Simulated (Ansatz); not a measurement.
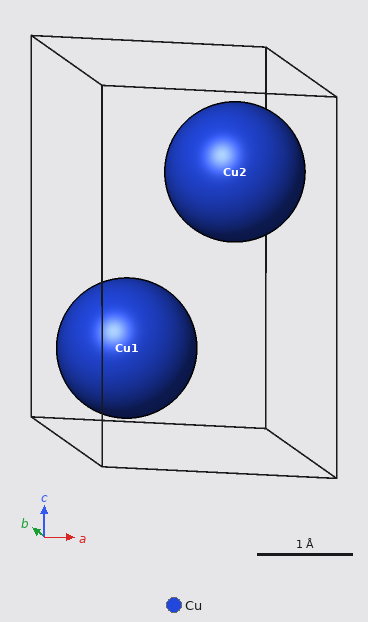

Figure 1. The structure as given in the input (spheres-only view of the cell of the calculation, seen slightly off an axis; atoms are numbered from 1 in the order of the input). An atom can appear more than once, as a periodic image.

**Two runs on Cu**

System: Cu (Cmcm, 2 atoms in the cell).
Method of run 1: DFT r2SCAN, scalar-relativistic, plane waves, PAW, no spin polarisation (Ansatz 0.2.0).

The structure derives from a Materials Project entry. Text and figures count atoms from 1; the logs count them from 0 in places.

The input, run 1:
```yaml
crystal:
  lattice:
    - [2.5340966698, 0.0, 0.0]
    - [-1.2670483349, 2.1945920917, 0.0]
    - [0.0, 0.0, 4.112571]
  atoms:
    - { symbol: Cu, position: [0.2649835017, 0.5299670034, 0.25] }
    - { symbol: Cu, position: [0.6666666667, 0.3333333333, 0.75] }
basis:
  ecutwfc: 500
kpoints:
  mp_grid: { grid: [24, 24, 12] }
hamiltonian:
  xc: r2scan
scf:
  occupations: { method: gaussian, width: 0.15 }
output:
  forces: true
  stress: true
  eigenvalues: true
```

Launched with:
```bash
ansatz run input.yaml --threads 1 --pin off --max-ram 2560MiB --backend cpu --events-out ev --progress --plain --runs-dir out
```

Hardware: 1 thread of Intel Xeon @ 2.70GHz, 189 GiB of memory available, shared host.

Output, shortened to warnings, some set-up lines, iterations and results (run 1):
```
Basis set: ecut = 500 eV, 579 PW (Γ), exchange–correlation on 80×80×120 points (64 copies of the dense FFT grid, shifted against one another)
Symmetry: 8 space group operations
k-points: 1099 of 6912
Initial density: superposition of atomic densities (neutral atoms: chi_scale 0, normalization atom), corrected by the library's trained network
[...]
SCF iter   1: F=—  HF=-13262.448295 eV  |F-HF|=—  |Δ(HF+E_count)|=         —  Δρ=4.00e-2  dr2=1.99e-1  dr2_τ=1.46e-3  ethr=1.77e-3  ⟨swp⟩=4.8  Hψ=92061  notcnv=0
SCF iter   2: F=—  HF=-13262.426888 eV  |F-HF|=—  |Δ(HF+E_count)|=   2.14e-2  Δρ=1.07e-2  dr2=9.08e-3  dr2_τ=2.35e-3  ethr=5.25e-4  ⟨swp⟩=2.0  Hψ=49514  notcnv=0  defer=160
SCF iter   3: F=—  HF=-13262.414382 eV  |F-HF|=—  |Δ(HF+E_count)|=   1.25e-2  Δρ=6.39e-3  dr2=6.20e-3  dr2_τ=4.81e-5  ethr=2.39e-5  ⟨swp⟩=2.0  Hψ=50145  notcnv=0  defer=160
SCF iter   4: F=—  HF=-13262.412594 eV  |F-HF|=—  |Δ(HF+E_count)|=   1.79e-3  Δρ=8.22e-4  dr2=4.37e-5  dr2_τ=4.04e-6  ethr=1.63e-5  ⟨swp⟩=2.0  Hψ=34388  notcnv=0  defer=160
SCF iter   5: F=—  HF=-13262.412698 eV  |F-HF|=—  |Δ(HF+E_count)|=   1.03e-4  Δρ=1.62e-4  dr2=1.22e-6  dr2_τ=9.09e-8  ethr=1.15e-7  ⟨swp⟩=2.0  Hψ=46890  notcnv=0  defer=160
SCF iter   6: F=—  HF=-13262.412707 eV  |F-HF|=—  |Δ(HF+E_count)|=   9.04e-6  Δρ=3.74e-5  dr2=9.30e-8  dr2_τ=5.27e-9  ethr=2.63e-10  ⟨swp⟩=7.2  Hψ=126575  notcnv=0
SCF iter   7: F=-13262.412707 eV  HF=-13262.412707 eV  |F-HF|=3.02e-9  |Δ(HF+E_count)|=   1.66e-7  Δρ=5.22e-6  dr2=4.34e-9  dr2_τ=3.12e-11  ethr=2.45e-10  ⟨swp⟩=5.2  …
SCF 1 converged in 7 iterations: F = -13262.412707 eV  dr2 = 4.34e-9
SCF converged after 7 iterations
Free energy (F): -13262.412707 eV
Harris-Foulkes:  -13262.412707 eV  (|F-HF|=3.02e-9)
Internal energy: -13262.406276 eV  (E = F + TS)
E sigma→0 (E₀):  -13262.409492 eV
Entropy (-TS):   -0.006430 eV (-3.215 meV/atom)
Fermi energy:    17.256473 eV
--- Per-component energies (eV) ---
  E_band       = -749.370342
  E_kinetic    = 600.211519
  E_local      = -8012.073472  (includes V_loc(G=0)·N_el)
  E_nonlocal   = 790.930018
  E_hartree    = 3542.906573
  E_xc         = -167.897045
  E_vxc        = -249.800689  (∫ρ·V_xc dr)
  E_paw        = -3356.357668  (= ΣΔE_a)
  E_vpaw       = -982.434285  (= ΣTr[D̂ρ^β])
  E_aug_tail   = 0.000310  (compensation charges beyond the density's cutoff)
  E_vtau       = 17.990403  (kinetic-family band-sum trace: ∫τ·v_τ [+ j·A + Jᵃ·Aᵃ] dr)
  E_ewald      = -6659.524295
  E_core_change = -0.602216  (= ΣΔE_core)
  E_smearing   = -0.006430  (= −TS)
  E_closure    = -0.000000  (closes the sum)
  Σ components = -13262.412707   (vs F -13262.412707, Δ=0.00e0)
--- Forces (eV/Å), atoms counted from 1 ---
  atom   1  Cu     0.00000000     0.24558265     0.00000000
  atom   2  Cu     0.00000000    -0.24558265     0.00000000
  max |Σ_I F_I| component: 0.00e0 eV/Å
--- Stress (GPa, compression-positive) ---
        3.884229       0.000000       0.000000
        0.000000      -4.837944       0.000000
        0.000000       0.000000       4.403388
  P = ⅓ Tr σ = 1.1499 GPa (11.499 kbar)
```

For run 2 the input was changed thus:
```diff
-    - { symbol: Cu, position: [0.2649835017, 0.5299670034, 0.25] }
+    - { symbol: Cu, position: [0.2649835017, 0.5299670034, 0.1770529311] }
```

What does this change do to the results?

With the same functional and potentials, run 2 lies 213.9 meV per atom higher. The pressure goes from 1.15 to 12.28 GPa. The largest force goes from 0.246 to 3.102 eV/Å. The number of SCF iterations is the same. The irreducible k-points go from 1099 to 1814. On the same kind of shared host run 2 took about 1.4 times as long.

Output, shortened to warnings, some set-up lines, iterations and results (run 2):
```
Basis set: ecut = 500 eV, 579 PW (Γ), exchange–correlation on 80×80×120 points (64 copies of the dense FFT grid, shifted against one another)
Symmetry: 4 space group operations
k-points: 1814 of 6912
Initial density: superposition of atomic densities (neutral atoms: chi_scale 0, normalization atom), corrected by the library's trained network
[...]
SCF iter   1: F=—  HF=-13262.020738 eV  |F-HF|=—  |Δ(HF+E_count)|=         —  Δρ=4.06e-2  dr2=2.10e-1  dr2_τ=2.85e-3  ethr=1.77e-3  ⟨swp⟩=4.9  Hψ=153243  notcnv=0
SCF iter   2: F=—  HF=-13261.998995 eV  |F-HF|=—  |Δ(HF+E_count)|=   2.17e-2  Δρ=1.02e-2  dr2=8.04e-3  dr2_τ=2.41e-3  ethr=5.53e-4  ⟨swp⟩=2.0  Hψ=81779  notcnv=0  defer=228
SCF iter   3: F=—  HF=-13261.986597 eV  |F-HF|=—  |Δ(HF+E_count)|=   1.24e-2  Δρ=6.42e-3  dr2=6.21e-3  dr2_τ=5.31e-5  ethr=2.11e-5  ⟨swp⟩=2.0  Hψ=82865  notcnv=0  defer=228
SCF iter   4: F=—  HF=-13261.984892 eV  |F-HF|=—  |Δ(HF+E_count)|=   1.70e-3  Δρ=8.22e-4  dr2=3.56e-4  dr2_τ=1.63e-5  ethr=1.63e-5  ⟨swp⟩=1.9  Hψ=54855  notcnv=0  defer=228
SCF iter   5: F=—  HF=-13261.984829 eV  |F-HF|=—  |Δ(HF+E_count)|=   6.35e-5  Δρ=8.66e-4  dr2=6.91e-5  dr2_τ=5.09e-7  ethr=9.36e-7  ⟨swp⟩=2.1  Hψ=61724  notcnv=0  defer=228
SCF iter   6: F=—  HF=-13261.984892 eV  |F-HF|=—  |Δ(HF+E_count)|=   6.31e-5  Δρ=7.09e-5  dr2=3.89e-7  dr2_τ=5.11e-8  ethr=1.82e-7  ⟨swp⟩=2.1  Hψ=64663  notcnv=0  defer=228
SCF iter   7: F=-13261.984894 eV  HF=-13261.984894 eV  |F-HF|=3.80e-8  |Δ(HF+E_count)|=   1.47e-6  Δρ=1.29e-5  dr2=1.42e-8  dr2_τ=9.22e-10  ethr=2.63e-10  ⟨swp⟩=6.8  …
SCF 1 converged in 7 iterations: F = -13261.984894 eV  dr2 = 1.42e-8
SCF converged after 7 iterations
Free energy (F): -13261.984894 eV
Harris-Foulkes:  -13261.984894 eV  (|F-HF|=3.80e-8)
Internal energy: -13261.978873 eV  (E = F + TS)
E sigma→0 (E₀):  -13261.981883 eV
Entropy (-TS):   -0.006021 eV (-3.010 meV/atom)
Fermi energy:    17.300161 eV
--- Per-component energies (eV) ---
  E_band       = -751.580116
  E_kinetic    = 601.548951
  E_local      = -8245.740817  (includes V_loc(G=0)·N_el)
  E_nonlocal   = 792.272128
  E_hartree    = 3658.151253
  E_xc         = -168.339443
  E_vxc        = -250.510271  (∫ρ·V_xc dr)
  E_paw        = -3357.008436  (= ΣΔE_a)
  E_vpaw       = -983.525874  (= ΣTr[D̂ρ^β])
  E_aug_tail   = 0.000313  (compensation charges beyond the density's cutoff)
  E_vtau       = 18.073498  (kinetic-family band-sum trace: ∫τ·v_τ [+ j·A + Jᵃ·Aᵃ] dr)
  E_ewald      = -6542.260607
  E_core_change = -0.602216  (= ΣΔE_core)
  E_smearing   = -0.006021  (= −TS)
  E_closure    = -0.000000  (closes the sum)
  Σ components = -13261.984894   (vs F -13261.984894, Δ=0.00e0)
--- Forces (eV/Å), atoms counted from 1 ---
  atom   1  Cu     0.00000000     0.45354113     3.06857212
  atom   2  Cu     0.00000000    -0.45354113    -3.06857212
  max |Σ_I F_I| component: 0.00e0 eV/Å
--- Stress (GPa, compression-positive) ---
       15.099244       0.000000       0.000000
        0.000000      -0.227888       4.640580
        0.000000       4.640583      21.978519
  P = ⅓ Tr σ = 12.2833 GPa (122.833 kbar)
```

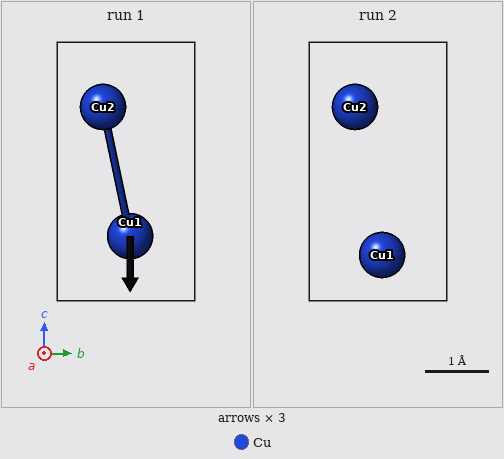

Figure 2. The two input geometries at one scale (ball-and-stick view of the cell of the calculation, along the a axis). The black arrows on the first give the shifts of the atoms relative to the cell, magnified 3 times. Cu1 moves most: 0.30 Å. The cell stays as it was. Among the contacts that change: Cu1–Cu2 2.454 → 2.710 Å.

The two runs side by side:

```csv
quantity,run 1,run 2
outcome,converged,converged
free energy per atom (eV),−6631.2064,−6630.9924
"energy per atom, smearing taken to zero (eV)",−6631.2047,−6630.9909
gap on the mesh (eV),0.00,0.00
pressure (GPa),1.15,12.28
largest force (eV/Å),0.246,3.102
SCF iterations,7,7
irreducible k-points,1099,1814
plane waves at Γ,579,579
wall time (shared host),54 s,76 s
```
